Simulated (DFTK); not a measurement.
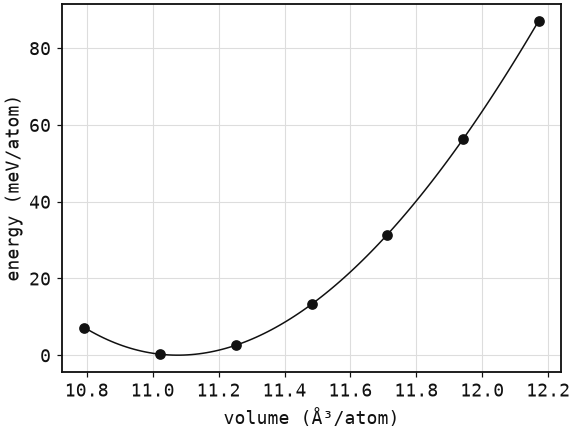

The picture above shows the energy against volume.

Computed with DFTK 0.8.2: plane-wave DFT, no spin polarisation; energies at scaled volumes of the given cell, shape and fractions fixed, counted from the fit's minimum, third-order Birch-Murnaghan fit. Level: LDA.

> For which of these solids was it computed?
A. HfN, Fm-3m (No. 225)
B. ZrC, Fm-3m (No. 225)
C. GaAs, F-43m (No. 216)

A, HfN: energy from 0.23 meV/atom to 87.10 meV/atom, V0 11.08 Å³/atom, B0 304 GPa. The others give: ZrC, energy from 0 meV/atom to 114 meV/atom, V0 12.52 Å³/atom, B0 247 GPa; GaAs, energy from 0.17 meV/atom to 32.48 meV/atom, V0 22 Å³/atom, B0 73.9 GPa.
